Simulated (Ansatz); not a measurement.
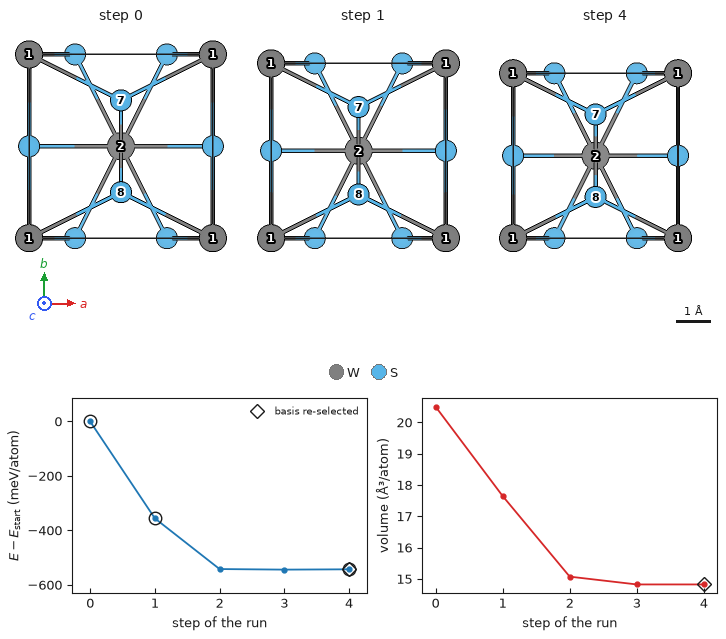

Frames of a relaxation of solid WS$_{3}$ (built on the A15_223 type) (coarse preliminary run), marked on the history of the run. The picture is a ball-and-stick view of the cell of the calculation, seen along the c axis.

Case: A15 type (Pm-3n, No. 223).

These are results of DFT r2SCAN, scalar-relativistic, plane waves, PAW (Ansatz 0.2.0), not measurements.

The input:
```yaml
crystal:
  lattice:
    - [5.4742840046, 0.0, 0.0]
    - [0.0, 5.4742840046, 0.0]
    - [0.0, 0.0, 5.4742840046]
  atoms:
    - { symbol: W, position: [0.0, 0.0, 0.0], spin: 2.43 }
    - { symbol: W, position: [0.5, 0.5, 0.5], spin: 2.43 }
    - { symbol: S, position: [0.0, 0.5, 0.25], spin: -0.21 }
    - { symbol: S, position: [0.0, 0.5, 0.75], spin: -0.21 }
    - { symbol: S, position: [0.25, 0.0, 0.5], spin: -0.21 }
    - { symbol: S, position: [0.75, 0.0, 0.5], spin: -0.21 }
    - { symbol: S, position: [0.5, 0.75, 0.0], spin: -0.21 }
    - { symbol: S, position: [0.5, 0.25, 0.0], spin: -0.21 }
basis:
  ecutwfc: 500
kpoints:
  mp_grid: { grid: [4, 4, 4] }
hamiltonian:
  xc: r2scan
scf:
  occupations: { method: gaussian, width: 0.1 }
  lower_state_search: "off"
output:
  forces: true
  stress: true
  eigenvalues: true
  populations: true
magnetization:
  spin_polarized: true
relax:
  adjacent_minimum: "off"
  f_tol: 0.04
  max_steps: 70
  cell: { stress_tol: 0.4 }
```

Launched with:
```bash
ansatz run input.yaml --threads 1 --pin off --max-ram 2560MiB --backend cpu --events-out ev --progress --plain --runs-dir out
```

### Describe the path.

After 3 accepted moves (4 points after the start) the energy has fallen by 543 meV per atom. All forces vanish by symmetry, so only the cell relaxes. The pressure goes from −20.16 to −0.09 GPa. At 1 point the geometry stayed and the basis and grid were re-selected for the new cell (energy shift of 1.1 meV per atom at most each time). The atoms keep their places relative to the cell (all moves are under 0.005 Å). The drawn cell changes as follows: a = b = c 5.474 → 4.913 Å (−10.2 %); the volume changes by −27.7 %. Among the contacts that change: W1–S3 3.060 → 2.747 Å. The space group stays Pm-3n (No. 223). The program noted that the starting moments weren't kept. Cost: 2.5 min on 1 thread of Intel(R) Xeon(R) Platinum 8375C CPU @ 2.90GHz (Ice Lake), on a shared host, peak memory 0.84 GiB. From step 0 to 1: volume −13.9 %, energy −356 meV per atom. From step 1 to 4: volume −16.0 %, energy −187 meV per atom.

| step | E − E(0), meV/atom | pressure, GPa | volume, Å³/atom | note |
| --- | --- | --- | --- | --- |
| 0 | 0.00 | -20.16 | 20.507 |  |
| 1 | -355.70 | -18.13 | 17.651 |  |
| 2 | -541.69 | -2.49 | 15.074 |  |
| 3 | -543.79 | -0.06 | 14.825 |  |
| 4 | -542.65 | -0.09 | 14.825 | same geometry, new basis |
